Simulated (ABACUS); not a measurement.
## Band-structure run of Al (part 1 of 2)

The run: band-structure run of Al (Fm-3m, 1 atom in the cell). Method and program: Kohn-Sham DFT of a periodic cell, M06-L, SG15 ONCV 1.2 PBE, no spin polarisation (ABACUS 3.10.1).

The structure derives from an entry of the Crystallography Open Database.

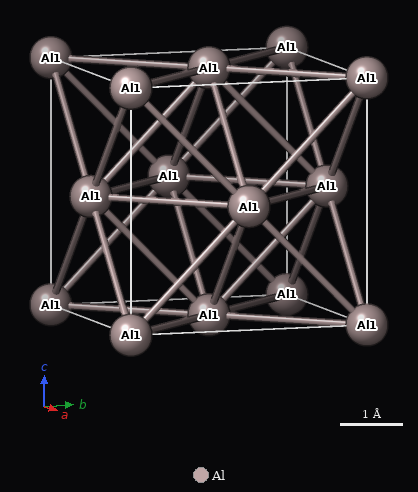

Figure 1. The structure (ball-and-stick view of the cell 4 times as large as that of the calculation, set on its symmetry axes, seen slightly off an axis; atoms are numbered from 1 in the order of the input). Near neighbours in the crystal (not all of them lie inside the picture): Al has 12 Al at 2.86 Å.

### Input file
```python
"""ABACUS run from a structure file: ASE reads it, the script writes STRU, KPT and INPUT."""
import re
import subprocess
from ase.io import read
from ase.units import Bohr

atoms = read("Al.cif")
atoms = atoms[(-atoms.numbers).argsort(kind="stable")]  # ABACUS lists atoms element by element
pseudo = {'Al': 'Al_ONCV_PBE-1.2.upf'}
orbital = {}
magmoms = None
kmesh = [7, 7, 7]
params = {
    'suffix': 'Al',
    'calculation': 'scf',
    'basis_type': 'pw',
    'pseudo_dir': './',
    'symmetry': 1,
    'dft_functional': 'MGGA_X_M06_L+MGGA_C_M06_L',
    'ecutwfc': 69,
    'pseudo_rcut': 10,
    'nspin': 1,
    'nbands': 16,
    'ks_solver': 'dav',
    'smearing_method': 'fd',
    'smearing_sigma': 0.00367493,
    'scf_thr': 1e-08,
    'scf_nmax': 100,
    'mixing_type': 'broyden',
    'mixing_beta': 0.7,
    'cal_force': 1,
    'cal_stress': 1,
    'mixing_tau': 1,
    'out_chg': 1,
    'kpar': 4,
}

symbols = atoms.get_chemical_symbols()
elements = list(dict.fromkeys(symbols))
lines = ["ATOMIC_SPECIES"] + [f"{e} {atoms.get_masses()[symbols.index(e)]:.4f} {pseudo[e]}" for e in elements]
if orbital:
    lines += ["", "NUMERICAL_ORBITAL"] + [orbital[e] for e in elements]
lines += ["", "LATTICE_CONSTANT", f"{1 / Bohr:.10f}", "", "LATTICE_VECTORS"]
lines += [" ".join(f"{x:.10f}" for x in v) for v in atoms.cell]
lines += ["", "ATOMIC_POSITIONS", "Direct"]
for e in elements:
    lines += ["", e, "0.0", str(symbols.count(e))]
    for i, p in enumerate(atoms.get_scaled_positions(wrap=False)):
        if symbols[i] == e:
            mag = "" if magmoms is None else " mag " + " ".join(str(x) for x in (magmoms[i] if isinstance(magmoms[i], list) else [magmoms[i]]))
            lines.append(" ".join(f"{x:.10f}" for x in p) + " 1 1 1" + mag)
open("STRU", "w").write("\n".join(lines) + "\n")
open("KPT", "w").write("K_POINTS\n0\nGamma\n%d %d %d 0 0 0\n" % tuple(kmesh))
open("INPUT", "w").write("INPUT_PARAMETERS\n" + "".join(f"{k:<20s}{v}\n" for k, v in params.items()))

done = subprocess.run(['mpirun', '-np', '4', 'abacus'])
if done.returncode:
    raise SystemExit(done.returncode)
log = open("OUT.Al/running_scf.log").read()
print("final energy (eV):", re.findall(r"FINAL_ETOT_IS (\S+)", log))
```

### File Al.cif
```
data_Al
_cell_length_a 2.86350669
_cell_length_b 2.86350669
_cell_length_c 2.86350669
_cell_angle_alpha 60.00000000
_cell_angle_beta 60.00000000
_cell_angle_gamma 60.00000000
_space_group_name_H-M_alt 'P1'
_space_group_name_Hall 'P 1'
_space_group_IT_number 1
loop_
_space_group_symop_operation_xyz
'x,y,z'
loop_
_atom_site_label
_atom_site_type_symbol
_atom_site_symmetry_multiplicity
_atom_site_Wyckoff_symbol
_atom_site_fract_x
_atom_site_fract_y
_atom_site_fract_z
_atom_site_occupancy
Al1 Al 1 a 0.0000000000 0.0000000000 0.0000000000 1
```

### File INPUT
```
INPUT_PARAMETERS
suffix              Al
calculation         scf
basis_type          pw
pseudo_dir          ./
symmetry            1
dft_functional      MGGA_X_M06_L+MGGA_C_M06_L
ecutwfc             69
pseudo_rcut         10
nspin               1
nbands              16
ks_solver           dav
smearing_method     fd
smearing_sigma      0.00367493
scf_thr             1e-08
scf_nmax            100
mixing_type         broyden
mixing_beta         0.7
cal_force           1
cal_stress          1
mixing_tau          1
out_chg             1
kpar                4
```

### File STRU
```
ATOMIC_SPECIES
Al 26.9815 Al_ONCV_PBE-1.2.upf

LATTICE_CONSTANT
1.8897261258

LATTICE_VECTORS
2.8635066900 0.0000000000 0.0000000000
1.4317533450 2.4798695374 0.0000000000
1.4317533450 0.8266231791 2.3380434218

ATOMIC_POSITIONS
Direct

Al
0.0
1
0.0000000000 0.0000000000 0.0000000000 1 1 1
```

### File KPT
```
K_POINTS
0
Gamma
7 7 7 0 0 0
```

Run as:
```bash
OMP_NUM_THREADS=1 python run_abacus.py > log
```

### Output
```
ABACUS v3.10.1

               Atomic-orbital Based Ab-initio Computation at UStc

 ------------------------------------------------------------------------------------

 READING GENERAL INFORMATION
                           global_out_dir = OUT.Al/
                           global_in_card = INPUT
                               pseudo_dir = ./
                              orbital_dir =
                                    DSIZE = 4
                                    GSIZE = 1

 READING UNITCELL INFORMATION
                                    ntype = 1
                  lattice constant (Bohr) = 1.88973
              lattice constant (Angstrom) = 1

 READING ATOM TYPE 1
                               atom label = Al
                      L=0, number of zeta = 1
                      L=1, number of zeta = 1
                      L=2, number of zeta = 1
             number of atom for this type = 1

                        TOTAL ATOM NUMBER = 1
DIRECT COORDINATES
    atom                   x                   y                   z     mag                  vx                  vy                  vz
taud_Al1            0.0000000000        0.0000000000        0.0000000000  0.0000        0.0000000000        0.0000000000        0.0000000000

                          Volume (Bohr^3) = 112.041
                             Volume (A^3) = 16.6027

 Lattice vectors: (Cartesian coordinate: in unit of a_0)
             +2.86351                  +0                  +0
             +1.43175            +2.47987                  +0
             +1.43175           +0.826623            +2.33804
 Reciprocal vectors: (Cartesian coordinate: in unit of 2 pi/a_0)
            +0.349222           -0.201624           -0.142569
                   -0           +0.403247           -0.142569
                   +0                  -0           +0.427708
 The esolver type has been set to : ksdft_pw

                PAO radial cut off (Bohr) = 10

 Read in pseudopotential file is Al_ONCV_PBE-1.2.upf
                     pseudopotential type = NC
          exchange-correlation functional = PBE
                 nonlocal core correction = 0
                        valence electrons = 11
                                     lmax = 1
                           number of zeta = 0
                     number of projectors = 4
                           L of projector = 0
                           L of projector = 0
                           L of projector = 1
                           L of projector = 1
 XC functional updated to : MGGA_X_M06_L+MGGA_C_M06_L
          exchange-correlation functional = MGGA_X_M06_L+MGGA_C_M06_L
     initial pseudo atomic orbital number = 0

 SETUP THE ELECTRONS NUMBER
            electron number of element Al = 11
      total electron number of element Al = 11
            AUTOSET number of electrons:  = 11
                           occupied bands = 6
                                   NBANDS = 16
                                   NLOCAL = 9

%%%%%%%%%%%%%%%%%%%%%%%%%%%%%%%%%%%%%%%%%%%%%%%%%%%%%%%%%%%%%%%%%%%%%%%%%%%%%%%%%%%%%%%%%%%%%%%%%%%%%%%%%%
 Warning: the number of valence electrons in pseudopotential > 3 for Al: [Ne] 3s2 3p1
 Pseudopotentials with additional electrons can yield (more) accurate outcomes, but may be less efficient.
 If you're confident that your chosen pseudopotential is appropriate, you can safely ignore this warning.
%%%%%%%%%%%%%%%%%%%%%%%%%%%%%%%%%%%%%%%%%%%%%%%%%%%%%%%%%%%%%%%%%%%%%%%%%%%%%%%%%%%%%%%%%%%%%%%%%%%%%%%%%%

 SETUP THE PLANE WAVE BASIS
 energy cutoff for charge/potential (unit:Ry) = 276
            fft grid for charge/potential = [ 30, 30, 30 ]
                        fft grid division = [ 1, 1, 1 ]
        big fft grid for charge/potential = [ 30, 30, 30 ]
                                     nbxx = 27000
                                     nrxx = 27000

 SETUP PLANE WAVES FOR CHARGE/POTENTIAL
                    number of plane waves = 8657
                         number of sticks = 559

 PARALLEL PW FOR CHARGE/POTENTIAL
     PROC   COLUMNS(POT)             PW
        1            559           8657
 --------------- sum -------------------
        1            559           8657
                            number of |g| = 139
                                  max |g| = 24.879
                                  min |g| = 0

----------- Double Check Mixing Parameters Begin ------------
mixing_type: broyden
mixing_beta: 0.7
mixing_gg0: 1
mixing_gg0_min: 0.1
mixing_ndim: 8
----------- Double Check Mixing Parameters End ------------

 LATTICE VECTORS: (CARTESIAN COORDINATE: IN UNIT OF A0)
             +2.86351                  +0                  +0
             +1.43175            +2.47987                  +0
             +1.43175           +0.826623            +2.33804
                       right hand lattice = 1
                                   NORM_A = 2.86351
                                   NORM_B = 2.86351
                                   NORM_C = 2.86351
                           ALPHA (DEGREE) = 60
                           BETA  (DEGREE) = 60
                           GAMMA (DEGREE) = 60

 The lattice vectors have been changed (STRU_SIMPLE.cif)

(for optimal symmetric configuration:)
                             BRAVAIS TYPE = 3
                     BRAVAIS LATTICE NAME = 03. Cubic F (face-centered)
                                    ibrav = 3
                                    IBRAV = 3
                                  BRAVAIS = FACE CENTERED CUBIC
                       LATTICE CONSTANT A = 4.04961
Original cell was already a primitive cell.
                        ROTATION MATRICES = 48
              PURE POINT GROUP OPERATIONS = 48
                   SPACE GROUP OPERATIONS = 48
                              POINT GROUP = O_h
               POINT GROUP IN SPACE GROUP = O_h

 SETUP K-POINTS
                                    nspin = 1
                   Input type of k points = Monkhorst-Pack(Gamma)
                                   nkstot = 343
                       right hand lattice = 1
(for reciprocal lattice: )
                             BRAVAIS TYPE = 2
                     BRAVAIS LATTICE NAME = 02. Cubic I (body-centered)
                                    ibrav = 2
                       right hand lattice = 1
(for k-lattice: )
                             BRAVAIS TYPE = 2
                     BRAVAIS LATTICE NAME = 02. Cubic I (body-centered)
                                    ibrav = 2
                       right hand lattice = 1
                        ROTATION MATRICES = 48
                               nkstot_ibz = 20
K-POINTS REDUCTION ACCORDING TO SYMMETRY
     IBZ    DIRECT_X    DIRECT_Y    DIRECT_Z  WEIGHT  ibz2bz
       1  0.00000000  0.00000000  0.00000000  0.0029       0
       2  0.14285714  0.14285714  0.14285714  0.0233       1
       3  0.28571429  0.28571429  0.28571429  0.0233       2
       4  0.42857143  0.42857143  0.42857143  0.0233       3
       5  0.14285714  0.14285714  0.00000000  0.0175       8
       6  0.28571429  0.14285714  0.28571429  0.0700       9
       7  0.42857143  0.28571429  0.42857143  0.0700      10
       8 -0.42857143  0.42857143  0.42857143  0.0700      11
       9  0.42857143  0.28571429  0.28571429  0.0700      12
      10  0.28571429  0.14285714  0.14285714  0.0350      13
      11  0.28571429  0.28571429  0.00000000  0.0175      16
      12  0.42857143  0.42857143  0.14285714  0.0700      17
      13 -0.28571429  0.42857143  0.42857143  0.0700      18
      14 -0.42857143  0.28571429  0.28571429  0.0350      19
      15  0.42857143  0.42857143  0.00000000  0.0175      24
      16 -0.14285714  0.42857143  0.42857143  0.0350      25
      17  0.42857143  0.28571429  0.14285714  0.0700      66
      18 -0.42857143  0.42857143  0.28571429  0.1399      67
      19 -0.42857143  0.42857143  0.14285714  0.0700      74
      20 -0.28571429  0.42857143  0.28571429  0.0700      75

                               nkstot now = 20
[... K-POINTS DIRECT COORDINATES: 20 rows ...]

           k-point number in this process = 5
       minimum distributed K point number = 5
[... stars of the k points ...]

[... K-POINTS CARTESIAN COORDINATES: 5 rows ...]

[... K-POINTS DIRECT COORDINATES: 5 rows ...]

 SETUP PLANE WAVES FOR WAVE FUNCTIONS
     energy cutoff for wavefunc (unit:Ry) = 69
              fft grid for wave functions = [ 30, 30, 30 ]
                    number of plane waves = 1363
                         number of sticks = 163

 PARALLEL PW FOR WAVE FUNCTIONS
     PROC   COLUMNS(POT)             PW
        1            163           1363
 --------------- sum -------------------
        1            163           1363

 SETUP NONLOCAL PSEUDOPOTENTIALS IN PLANE WAVE BASIS
 Al non-local projectors:
 projector 1 L=0
 projector 2 L=0
 projector 3 L=1
 projector 4 L=1
      TOTAL NUMBER OF NONLOCAL PROJECTORS = 8

 Init Non-Local PseudoPotential table :
 Init Non-Local-Pseudopotential done.

                                     npwx = 1089

 -------------------------------------------
 SELF-CONSISTENT
 -------------------------------------------
                                 init_chg = atomic

 PW ALGORITHM --------------- ION=   1  ELEC=   1--------------------------------
 Notice: Threshold on eigenvalues was too large.
 hsover_error=0.11 > DRHO=0.0283536
 Origin diag ethr = 0.01
 New diag ethr = 0.00025776

 Density error is 0.0268033216132
                          Error Threshold = 0.000257759948885
----------------------------------------------------------
     Energy           Rydberg                 eV
```
